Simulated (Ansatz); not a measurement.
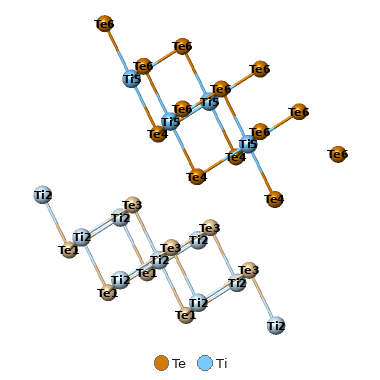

The system is a bilayer of two TiTe₂ sheets (1T type) (6 atoms in the cell); the picture shows the structure at the first grid point; the lower layer is drawn fainter. The upper layer of a bilayer is slid over the lower one; relaxed at each slide: nothing; the origin of the map has Te4 above Te3; the distance between the facing planes is held at 3.73 Å. Places are given modulo a cell vector. The map is drawn in real space over the plane of the slide. Grid: 6 × 6 points; 10 points were computed and 26 follow by symmetry. Energies: meV/Å², counted from the lowest grid point. At a held distance the lowest stacking need not be the one that binds best once the distance relaxes. All numbers below come from DFT PBE+D3(BJ), scalar-relativistic, plane waves, PAW (Ansatz 0.2.0). Settings: cutoff 420 eV, k-mesh 9×9×1, gaussian smearing 0.1 eV, no spin polarisation.

Its coordinates:

```
CELL_PARAMETERS angstrom
3.67869 0.00000 0.00000
-1.83934 3.18584 0.00000
0.00000 0.00000 24.55023
ATOMIC_POSITIONS crystal
Te 0.33333 0.66667 0.18330
Ti 0.00000 0.00000 0.25509
Te 0.66665 0.33332 0.32688
Te 0.66665 0.33332 0.47882
Ti 0.33333 0.66668 0.55061
Te 0.00000 0.00000 0.62241
```

Range: slide of the upper layer along the first cell vector from 0.000 to 0.833; slide of the upper layer along the second cell vector from 0.000 to 0.833.

### What landscape does the calculation give?

The lowest grid point is at (4/6, 2/6) of the cell vectors. A higher local minimum lies near (2/6, 4/6) of the cell vectors (0.72 meV/Å² above the lowest at that grid point). The highest grid point, (0/6, 0/6) of the cell vectors, lies 6.24 meV/Å² above the lowest. On the interpolated surface the easiest way out of the lowest well to the well at (2/6, 4/6) of the cell vectors passes a barrier of about 1 meV/Å². Facing atoms of the upper layer at the lowest point: Te above Te of a deeper plane, the Ti behind them above Ti; at the highest: Te above Te, the Ti behind them above Te.

| second ↓, first → | 0/6 | 1/6 | 2/6 | 3/6 | 4/6 | 5/6 |
| --- | --- | --- | --- | --- | --- | --- |
| 5/6 | 4.86 | 2.99 | 1.21 | 1.21 | 2.99 | 4.86 |
| 4/6 | 2.20 | 1.21 | 0.72 | 1.21 | 2.20 | 2.72 |
| 3/6 | 0.94 | 1.21 | 1.21 | 0.94 | 0.71 | 0.71 |
| 2/6 | 2.20 | 2.99 | 2.20 | 0.71 | 0.00 | 0.71 |
| 1/6 | 4.86 | 4.86 | 2.72 | 0.71 | 0.71 | 2.72 |
| 0/6 | 6.24 | 4.86 | 2.20 | 0.94 | 2.20 | 4.86 |

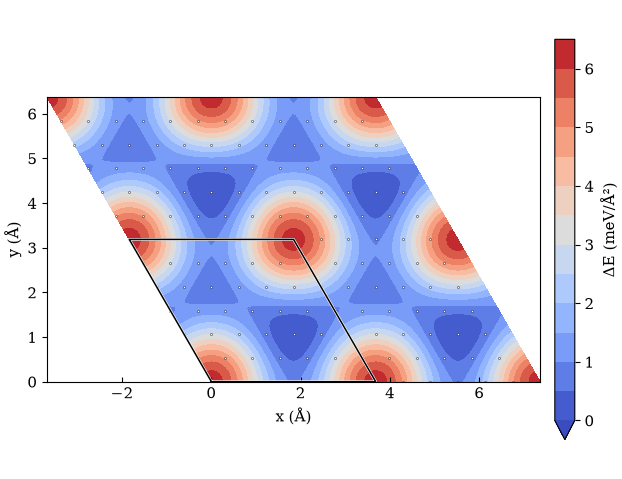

The picture shows filled contours, dots at the grid points, the outline of one cell of the 2 × 2 shown. Between grid points the surface is interpolated.

The whole map (10 points run) took 6 min on 1 thread of Arm Neoverse V1, on a shared host.
